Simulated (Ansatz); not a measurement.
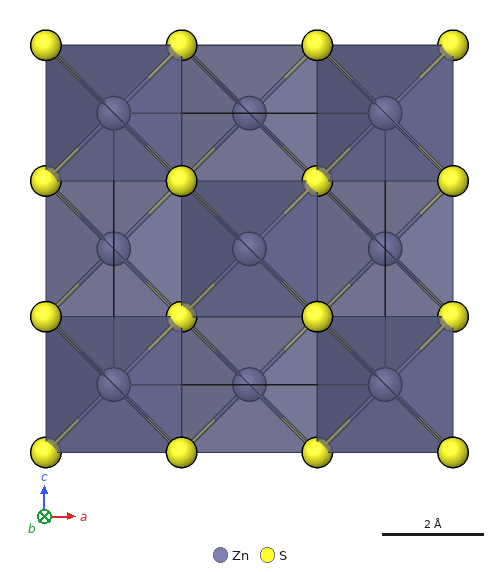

This is the input geometry for a relaxation of crystalline ZnS (set up in F-43m). A polyhedral model of the conventional cell (4 times the calculation's cell), seen along the b axis. Lengths and directions refer to the drawn axes.

All numbers below come from DFT PBEsol, scalar-relativistic, plane waves, PAW (Ansatz 0.2.0).

The input:
```yaml
crystal:
  lattice:
    - [0.0, 2.70465, 2.70465]
    - [2.70465, 0.0, 2.70465]
    - [2.70465, 2.70465, 0.0]
  atoms:
    - { symbol: Zn, position: [0.0, 0.0, 0.0] }
    - { symbol: S, position: [0.75, 0.75, 0.75] }
basis:
  ecutwfc: 420
kpoints:
  mp_grid: { grid: [10, 10, 10] }
hamiltonian:
  xc: pbesol
scf:
  occupations: { method: gaussian, width: 0.02 }
output:
  forces: true
  stress: true
  eigenvalues: true
relax:
  adjacent_minimum: "off"
  f_tol: 0.005
  max_steps: 80
  cell: { stress_tol: 0.05 }
```

Question: Where does the relaxation end?

Answer: The atoms keep their places relative to the cell (all moves are under 0.005 Å). The volume changes by −2.9 %, with a = b = c 5.409 → 5.357 Å (−1.0 %). Near-neighbour distances that change, for instance: Zn1–S2 2.342 → 2.319 Å. The space group stays F-43m (No. 216). The energy falls by 4.0 meV per atom in 3 accepted moves (4 points after the start). All forces vanish by symmetry, so only the cell relaxes. Pressure: −2.18 GPa at the start and 0.00 GPa at the end. The SCF was repeated once at an unchanged geometry on a basis and grid sized afresh for the cell, which shifted the energy by 0.2 meV per atom at most.

Step by step:

| step | E − E(0), meV/atom | pressure, GPa | volume, Å³/atom | note |
| --- | --- | --- | --- | --- |
| 0 | 0.00 | -2.18 | 19.785 |  |
| 1 | -3.41 | -0.95 | 19.451 |  |
| 2 | -4.22 | 0.05 | 19.199 |  |
| 3 | -4.22 | 0.00 | 19.211 |  |
| 4 | -4.01 | 0.00 | 19.211 | same geometry, new basis |

After the run, drawn alike:

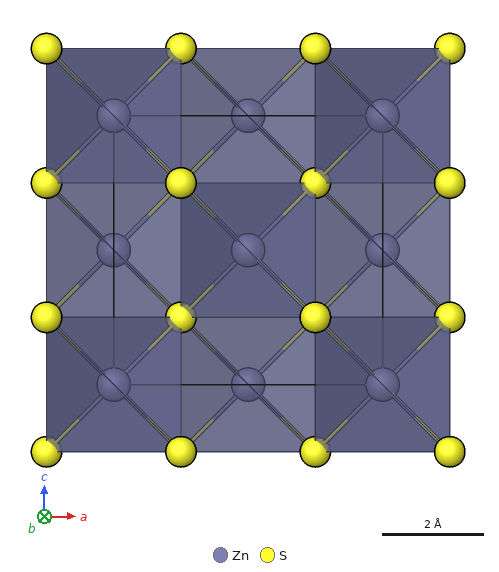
